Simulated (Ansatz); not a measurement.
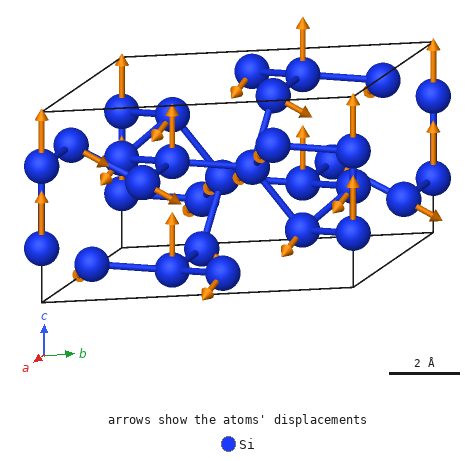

Lattice vibrations of crystalline Si, at the zone centre. The optical levels lie at 123, 154, 157 (×2), 159 (×2), 182, 337, 366 (×2), 375, 387 (×2), 408, 420, 421 (×2), 483 (×2), 486 (×2) cm⁻¹. One mode is drawn. Displacements are drawn as orange arrows; their common scale and sign are arbitrary. Style: ball-and-stick. Shown: the conventional cell (3 times the calculation's cell), slightly off an axis. Lengths and directions refer to the drawn axes.

These are results of DFT LDA, scalar-relativistic, plane waves, PAW (Ansatz 0.2.0), not measurements. (plane-wave cutoff 420 eV; k-point mesh 12 × 12 × 12; occupations gaussian; smearing width 0.15 eV; no spin polarisation)

### Which of these frequencies is the drawn mode's?

The level at 123 cm⁻¹. This is the A_u mode, the lowest optical level, infrared-active by symmetry. It mainly bends the Si–Si bonds. The crystal is a metal, so free carriers screen the infrared response.
